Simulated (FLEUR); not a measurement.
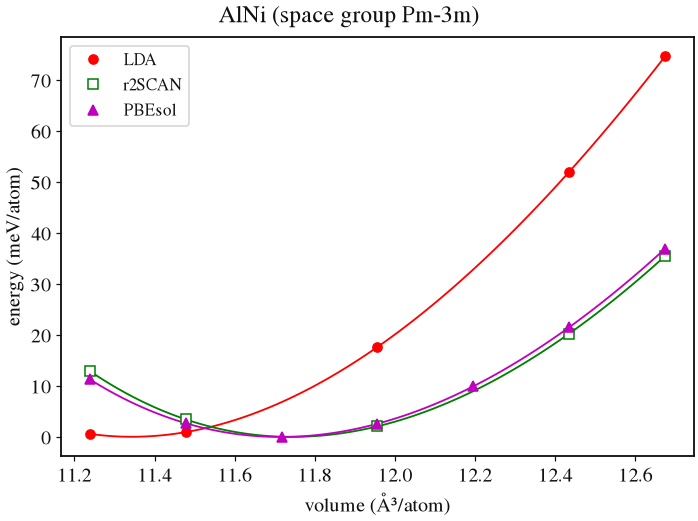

The figure shows the energy against volume, with one curve for each functional, for AlNi (space group Pm-3m).

Method: all-electron LAPW DFT, collinear spins; energies at scaled volumes of the given cell, shape and fractions fixed, counted from the fit's minimum, third-order Birch-Murnaghan fit (FLEUR MaX-R8.1 (later development tree)). All runs: collinear spin.

k mesh 9×9×9; occupations Fermi–Dirac; smearing width 0.05 eV; potentials all electron.

Order the curves by fitted equilibrium volume, smallest first.

Answer. LDA 11.343, PBEsol 11.715, r2SCAN 11.743 Å³/atom.

Order the curves by fitted bulk modulus, smallest first.

Answer. PBEsol 173.4, r2SCAN 176.4, LDA 187.2 GPa.
